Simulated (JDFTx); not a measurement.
**ZrC: 7 runs along one coordinate**

System: ZrC (2 atoms in the cell).
Method: Kohn-Sham DFT of a periodic cell, RPBE, PseudoDojo-SR-PBE-0.5-standard, no spin polarisation (JDFTx 1.7.0 (patched build)).

The 7 runs differ only in the geometry, by an even scaling of the cell at fixed fractional positions. The structure derives from an entry of the Crystallography Open Database.

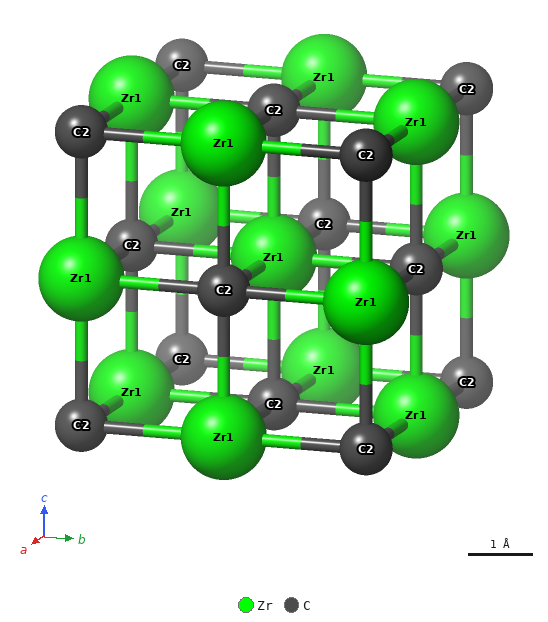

Figure 1. The structure of run 4 (ball-and-stick view of the cell 4 times as large as that of the calculation, set on its symmetry axes, seen slightly off an axis; atoms are numbered from 1 in the order of the input).

## Input of run 4
```
lattice \
    0.0000000000     2.3650000000     2.3650000000 \
    2.3650000000     0.0000000000     2.3650000000 \
    2.3650000000     2.3650000000     0.0000000000
latt-scale 1.889726124626 1.889726124626 1.889726124626
coords-type Lattice
ion Zr     0.5000000000     0.5000000000     0.5000000000 1
ion C      0.0000000000     0.0000000000     0.0000000000 1

ion-species pseudo/Zr.upf
ion-species pseudo/C.upf
elec-cutoff 41 328
elec-ex-corr gga-x-rpbe gga-c-pbe
kpoint-folding 10 10 10
elec-smearing Fermi 0.0018374661
elec-n-bands 14
electronic-SCF nIterations 100 energyDiffThreshold 1e-09
electronic-minimize nIterations 30 energyDiffThreshold 1e-7
forces-output-coords Cartesian

dump-name run.$VAR
dump End Ecomponents EigStats BandEigs Kpoints Forces Stress
```

Command:
```bash
jdftx -c 1 -i ZrC.in -o ZrC.out
```

Run 3 differs from it as follows:
```diff
-    0.0000000000     2.3650000000     2.3650000000 \
-    2.3650000000     0.0000000000     2.3650000000 \
-    2.3650000000     2.3650000000     0.0000000000
+    0.0000000000     2.3491270385     2.3491270385 \
+    2.3491270385     0.0000000000     2.3491270385 \
+    2.3491270385     2.3491270385     0.0000000000
```

## Results, with one run withheld

```csv
run,volume per atom (Å³),"free energy per atom, from the lowest run given (meV)",pressure (GPa)
1,12.434,34.55,14.76
2,12.699,14.69,9.27
3,12.963,?,?
4,13.228,0.00,−0.17
5,13.493,3.59,−4.23
6,13.757,13.55,−7.89
7,14.022,29.26,−11.20
```

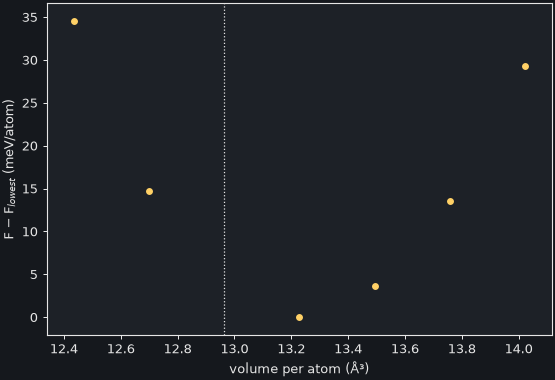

Figure 2. Free energy per atom of the runs given; the dotted line marks run 3.

Fit the runs given and predict run 3.

A cubic polynomial in V^(−2/3) (the Birch–Murnaghan form), fitted to the 6 runs given, misses them by at most 0.02 meV per atom. With x = V^(−2/3) − 0.17857 Å⁻², it reads F = 0.052154 − 346.01 x + 6.1895e+05 x² + 17252 x³ (meV per atom). At run 3 it gives 3.47 meV per atom, and the run itself gives 3.44. The slope of the fit gives a pressure −dF/dV of 4.37 GPa there, and the run prints 4.30 GPa. The two needn't agree exactly: the fit is approximate, and the printed stress is taken on a finite basis. The fit has its minimum at 13.221 Å³ per atom, where V d²F/dV² gives 213 GPa: the bulk modulus at this level, since symmetry fixes the shape and the positions.

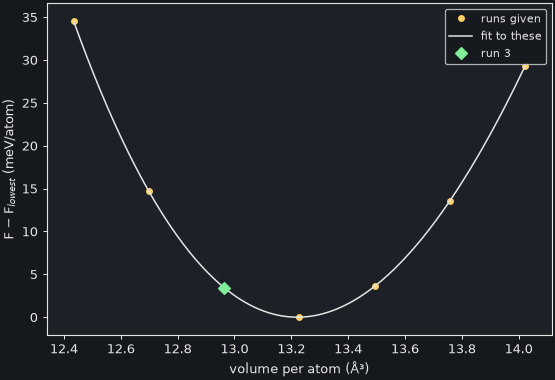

Figure 3. The fit and the withheld run.

## Some lines of the output (run 3)
```
[...]
unit cell volume = 174.963
     Etot =      -53.1382777827781894
        F =      -53.1383682919333324
	HOMO-LUMO gap: +0.004362
	Optical gap  : +0.024540 at state 28 ( [ +0.000000 +0.400000 +0.500000 ] spin 0 )
```
